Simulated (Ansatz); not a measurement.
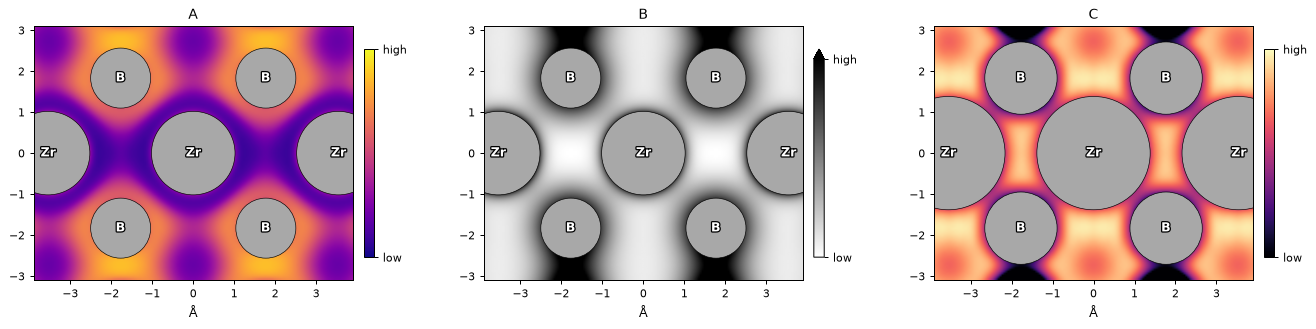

ZrB₂: 3 fields on the (110) plane of the conventional cell, with unlabelled colour scales. Grey discs cover the atomic cores.

Space group P6/mmm; a structure from a database of computed crystals, not necessarily the ambient phase.

Theory: DFT PBE, scalar-relativistic, plane waves, PAW (Ansatz 0.2.0).

```yaml
crystal:
  lattice:
    - [3.17098, 0.00000, 0.00000]
    - [-1.58549, 2.74615, 0.00000]
    - [0.00000, 0.00000, 3.54223]
  atoms:
    - { symbol: Zr, position: [0.00000, 0.00000, 0.00000] }
    - { symbol: B, position: [0.33333, 0.66667, 0.50000] }
    - { symbol: B, position: [0.66667, 0.33333, 0.50000] }
```

> Match the panels to the quantities (electron localisation function, electrostatic potential energy of an electron and valence pseudo-density).

Panel A: electron localisation function. Panel B: valence pseudo-density. Panel C: electrostatic potential energy of an electron (low next to the atoms, rising into the space between them). From the grid: Zr–B (2.55 Å): ρ at the midpoint is about 0.3 e/Å³; the ELF peaks at about 0.60 in the valence shell of B, 0.8 Å from its nucleus, and is about 0.15 at the midpoint.
